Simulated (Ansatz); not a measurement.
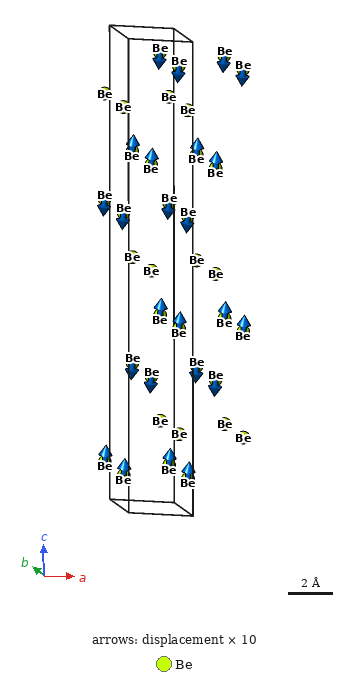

A symmetric starting cell of Be (made from another compound by putting Be in place of Sr). The blue arrows show how the atoms are displaced (without the part that the change of the cell carries along), magnified 10 times. Besides, the cell is strained by +1.7 % along [2 −2 −1], −4.5 % in a general direction near [1 −1 0], −6.9 % along [1 1 0] (volume −9.6 %). Style: ball-and-stick. Shown: the conventional cell (3 times the calculation's cell), repeated 2 × 2 × 1 with one cell outlined, slightly off an axis. Lengths and directions refer to the drawn axes.

Computed with DFT PBEsol, scalar-relativistic, plane waves, PAW in Ansatz. Set-up: plane-wave cutoff 420 eV; k-point mesh 18 × 18 × 6; occupations gaussian; smearing width 0.1 eV; no spin polarisation.

How are the atoms displaced, and what does the calculation give?

Atoms are displaced by 0.09 Å relative to the cell. No relaxation follows. The starting cell wasn't computed here and needn't be at equilibrium, so pressure and forces aren't due to the change alone. The pressure is −24.1 GPa (not all of it need come from the change, since the unchanged cell can be under pressure at this level too). The principal stresses (compression positive) are −22.4 GPa along [1 −1 1], −24.4 GPa roughly along [1 −1 0], −25.4 GPa along [1 1 0]. The largest forces, 0.13 eV/Å, act on 2 Be atoms of the calculation's cell. The forces point along the displacements, not back (a soft direction, or forces left over where the reference was relaxed at another level) (cosine 0.98). The space group stays C2/m (No. 12).
